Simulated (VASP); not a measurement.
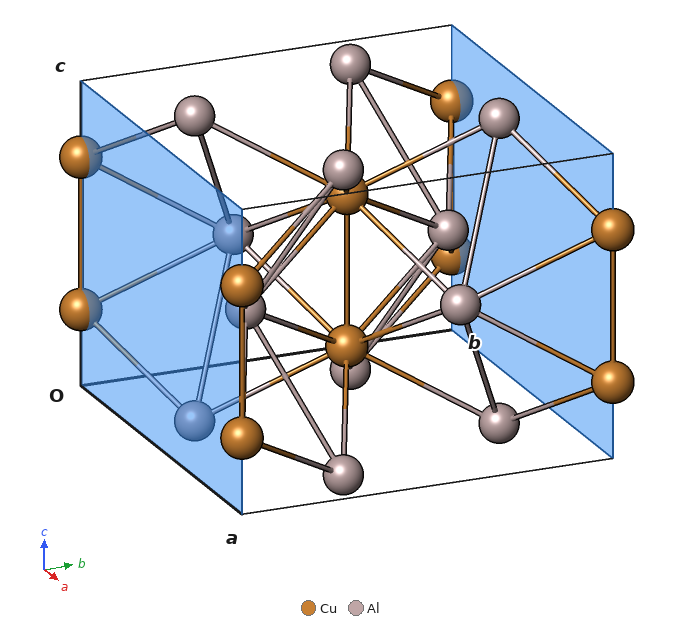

For Al2Cu, an entry of the Crystallography Open Database, as set up for an electronic-structure calculation: every member of one family of equally spaced planes, hx + ky + lz = a whole number, that cuts the unit cell is shaded (one member passes through the origin O). The drawing is computed from the coordinates (standard cell, symmetry found to 0.002 Å).

a = 6.067 Å, b = 6.067 Å, c = 4.877 Å, α = 90.00°, β = 90.00°, γ = 90.00°.

Question: Which (hkl) family is drawn?

Answer: (0 1 0); the opposite sign names the same planes. The member next to the origin meets the axes a never, b at 1, c never.

Question: What is the spacing?

Answer: d = 6.067 Å.

Question: Which atoms of the cell lie in these planes (within 0.03 Å)?

Answer: 2 of the 4 Cu.

Question: The space group is No. 140, I4/mcm. How many reflections hkl are equivalent to this one (itself included), and does it occur?

Answer: 4 reflections are equivalent in the Laue class 4/mmm. The reflection is systematically absent, by the centring.
